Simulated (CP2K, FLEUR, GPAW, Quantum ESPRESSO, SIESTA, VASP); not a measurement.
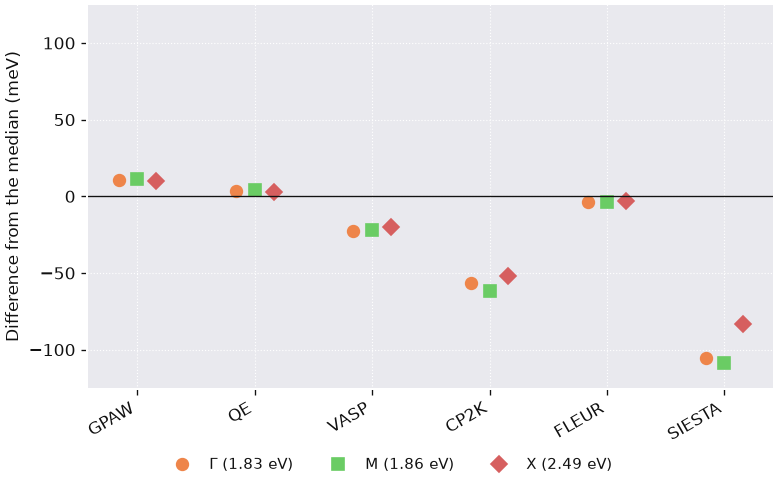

Lowest conduction level at each named k point, counted from the valence-band top at Γ, for rutile TiO$_{2}$, space group P4_2/mnm (No. 136), 6 atoms in the cell; a = 4.600 Å, c = 2.959 Å (tetragonal axes). Six programs ran PBEsol (no spin polarisation, no spin-orbit coupling) on the same cell and 6×6×9 k mesh. The plot shows each result less the median of the plane-wave and all-electron runs, which the legend gives.

How well do the programs agree?

The plane-wave and all-electron programs (VASP, Quantum ESPRESSO, FLEUR and GPAW) agree within 33 meV at these points. SIESTA departs by up to −109 meV (at M) and CP2K departs by up to −62 meV (at M).

| program | kind | valence electrons | Γ (eV) | M (eV) | X (eV) |
| --- | --- | --- | --- | --- | --- |
| GPAW | plane waves | 48 | 1.836 | 1.872 | 2.503 |
| Quantum ESPRESSO | plane waves | 48 | 1.829 | 1.865 | 2.496 |
| VASP | plane waves | 48 | 1.803 | 1.839 | 2.473 |
| CP2K | local basis | 48 | 1.769 | 1.799 | 2.441 |
| FLEUR | all-electron | – | 1.822 | 1.857 | 2.490 |
| SIESTA | local basis | 48 | 1.720 | 1.752 | 2.410 |

Settings. PAW data sets generated in the run's folder for this functional, 800 eV cutoff, Fermi-Dirac smearing of 0.05 eV (GPAW 26.7.0). GBRV 1.5 PBEsol, 612 eV cutoff, Fermi-Dirac smearing of 0.05 eV (Quantum ESPRESSO 7.5). VASP PAW PBE potentials, release 64 (Ti_sv, O), 520 eV cutoff, Fermi-Dirac smearing of 0.05 eV (VASP). POTENTIAL_UZH Ti GTH-PBE-q12, O GTH-PBE-q6; TZVP-MOLOPT-PBE-GTH basis, Fermi-Dirac smearing of 0.05 eV (CP2K 2026.2). all-electron, Fermi-Dirac smearing of 0.05 eV (FLEUR MaX-R8.1 (later development tree)). PseudoDojo 0.4 standard (PBEsol files), Fermi-Dirac smearing of 0.05 eV (SIESTA).

LDA, GGA and most meta-GGA functionals understate gaps. The cell is a database's computed one. SIESTA and CP2K: the basis of atomic orbitals isn't converged, which shifts gaps and empty levels. VASP: the PAW data sets were made with another functional. CP2K: the potentials were made for another functional.
